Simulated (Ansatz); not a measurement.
# Calculations on Ta

**1. Relaxation**

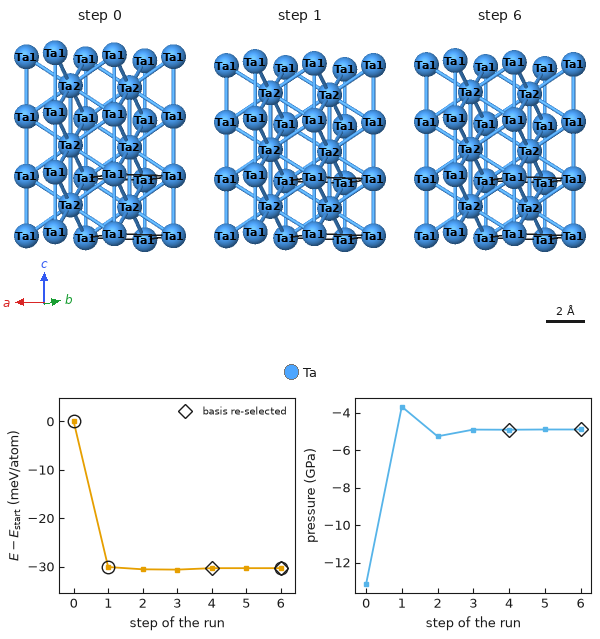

Frames of a relaxation of crystalline Ta (set up in I4/mmm), marked on the history of the run. The picture is a ball-and-stick view of the cell of the calculation, repeated 2 × 1 × 3 with one cell outlined, seen from a free direction.

Case: biaxial strain in the a-b plane of +6.0 %; c and atoms relaxed.

The calculation used Ansatz 0.2.0, DFT r2SCAN, scalar-relativistic, plane waves, PAW. (plane-wave cutoff 500 eV; k-point mesh 16 × 16 × 16; occupations gaussian; smearing width 0.1 eV; no spin polarisation; cell relaxed at fixed a, b, gamma; force threshold 0.008 eV/Å; at most 40 steps)

### Describe the path.

Over 4 accepted moves (6 points after the start) the energy falls by 30.3 meV per atom. All forces vanish by symmetry, so only the cell relaxes. Pressure: −13.17 GPa at the start and −4.90 GPa at the end. The SCF was repeated twice at an unchanged geometry on a basis and grid sized afresh for the cell, which shifted the energy by 0.3 meV per atom at most. The atoms keep their places relative to the cell (all moves are under 0.005 Å). The volume changes by −4.3 %, with a = b unchanged at 3.503 Å, c 3.186 → 3.048 Å (−4.3 %). Some distances before and after: Ta1–Ta1 3.186 → 3.048 Å, Ta1–Ta2 2.945 → 2.908 Å. The space group stays I4/mmm (No. 139). The run took 6 min on 1 thread of Intel(R) Xeon(R) Processor @ 2.50GHz (Skylake/Cascade Lake), on a shared host, peak memory 0.72 GiB. From step 0 to 1: volume −4.9 %, energy −30.1 meV per atom. From step 1 to 6: volume +0.6 %, energy −0.2 meV per atom.

```tsv
step	E − E(0), meV/atom	pressure, GPa	volume, Å³/atom	note
0	0.00	-13.17	19.545	
1	-30.09	-3.68	18.592	
2	-30.56	-5.26	18.733	
3	-30.62	-4.91	18.701	
4	-30.32	-4.91	18.701	same geometry, new basis
5	-30.32	-4.90	18.700	
6	-30.32	-4.90	18.700	same geometry, new basis
```

**2. Relaxation**

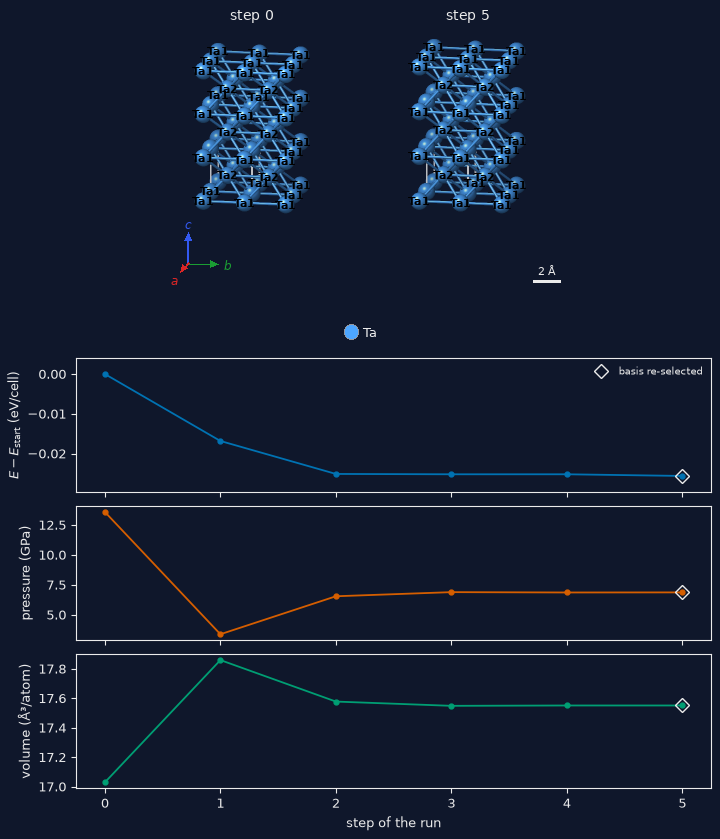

First and last geometry of a relaxation of crystalline Ta (set up in I4/mmm), with the history of the run. A ball-and-stick model of the cell of the calculation, repeated 2 × 2 × 3 with one cell outlined, seen slightly off an axis.

Case: biaxial strain in the a-b plane of -4.0 %; c and atoms relaxed.

Method: DFT r2SCAN, scalar-relativistic, plane waves, PAW (Ansatz 0.2.0).

The input:
```yaml
crystal:
  lattice:
    - [3.1724781373, 0.0, 0.0]
    - [0.0, 3.1724781373, 0.0]
    - [0.0, 0.0, 3.3839766798]
  atoms:
    - { symbol: Ta, position: [0.0, 0.0, 0.0] }
    - { symbol: Ta, position: [0.5, 0.5, 0.5] }
basis:
  ecutwfc: 500
kpoints:
  mp_grid: { grid: [16, 16, 16] }
hamiltonian:
  xc: r2scan
scf:
  occupations: { method: gaussian, width: 0.1 }
output:
  forces: true
  stress: true
  eigenvalues: true
relax:
  adjacent_minimum: "off"
  f_tol: 0.008
  max_steps: 40
  cell: { stress_tol: 0.015, fix: [a, b, gamma] }
```

Run as
```bash
ansatz run input.yaml --threads 1 --pin off --max-ram 2560MiB --backend cpu --events-out ev --progress --plain --runs-dir out
```

Read the history and describe the run.

Answer. It converged. Over 4 accepted moves (5 points after the start) the energy falls by 25.6 meV per cell of the calculation. All forces vanish by symmetry, so only the cell relaxes. The pressure goes from 13.58 to 6.87 GPa. The SCF was repeated once at an unchanged geometry on a basis and grid sized afresh for the cell, which shifted the energy by 0.4 meV per cell of the calculation at most. The atoms keep their places relative to the cell (all moves are under 0.005 Å). The drawn cell changes as follows: a = b unchanged at 3.172 Å, c 3.384 → 3.488 Å (+3.1 %); the volume changes by +3.1 %. Among the contacts that change: Ta1–Ta1 3.384 → 3.488 Å, Ta1–Ta2 2.810 → 2.841 Å. The space group stays I4/mmm (No. 139).

| step | E − E(0), meV/atom | pressure, GPa | volume, Å³/atom | note |
| --- | --- | --- | --- | --- |
| 0 | 0.00 | 13.58 | 17.029 |  |
| 1 | -8.41 | 3.38 | 17.859 |  |
| 2 | -12.56 | 6.55 | 17.578 |  |
| 3 | -12.60 | 6.89 | 17.549 |  |
| 4 | -12.60 | 6.86 | 17.551 |  |
| 5 | -12.81 | 6.87 | 17.551 | same geometry, new basis |

**3. Series**

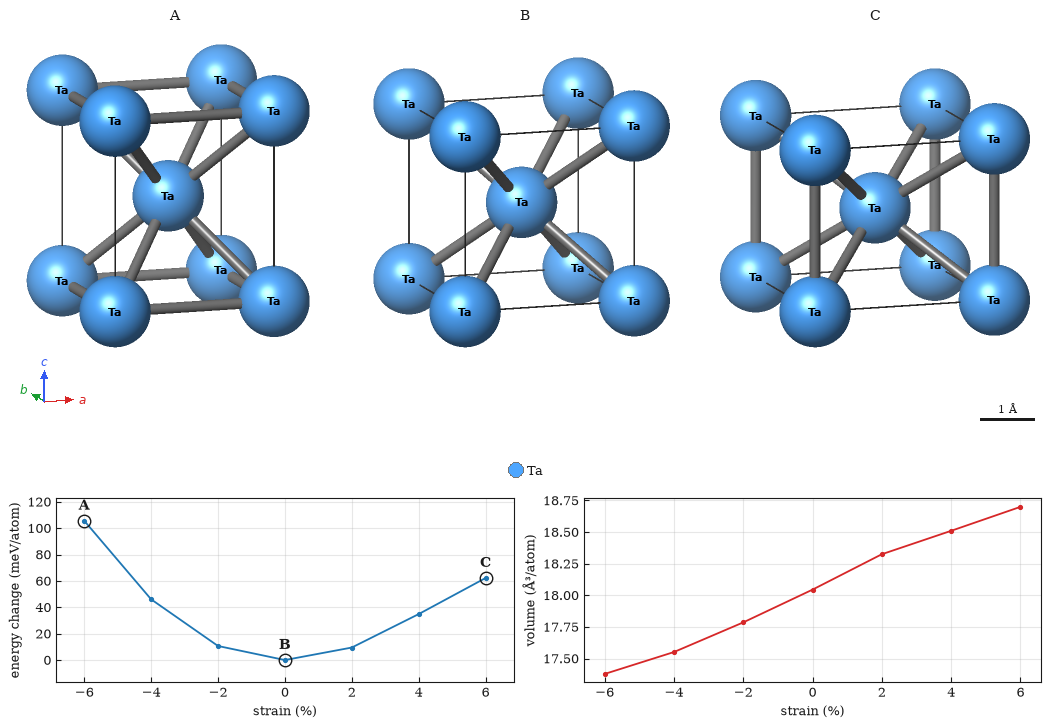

Members of a series of calculations on solid Ta (set up in Im-3m), marked on the first curve. The picture is a ball-and-stick view of the cell of the calculation, seen slightly off an axis.

Theory: Ansatz 0.2.0, DFT r2SCAN, scalar-relativistic, plane waves, PAW. (plane-wave cutoff 500 eV; k-point mesh 16 × 16 × 16; occupations gaussian; smearing width 0.1 eV; no spin polarisation)

Question: Which kind of strain is it, and how does the structure respond?

Answer: Biaxial strain in the a–b plane, c and atoms relaxed. A (strain −6.0 %): energy change 106 meV/atom, volume 17.38 Å³ per atom. B (strain 0.0 %): energy change 0.0 meV/atom, volume 18.04 Å³ per atom. C (strain 6.0 %): energy change 62.2 meV/atom, volume 18.70 Å³ per atom. The rest compares A with C. The volume changes by +7.6 %, with a = b 3.106 → 3.503 Å (+12.8 %), c 3.602 → 3.048 Å (−15.4 %). Some distances before and after: Ta–Ta 3.602 → 3.048 Å, Ta–Ta 3.106 → 3.503 Å, Ta–Ta 2.840 → 2.908 Å.
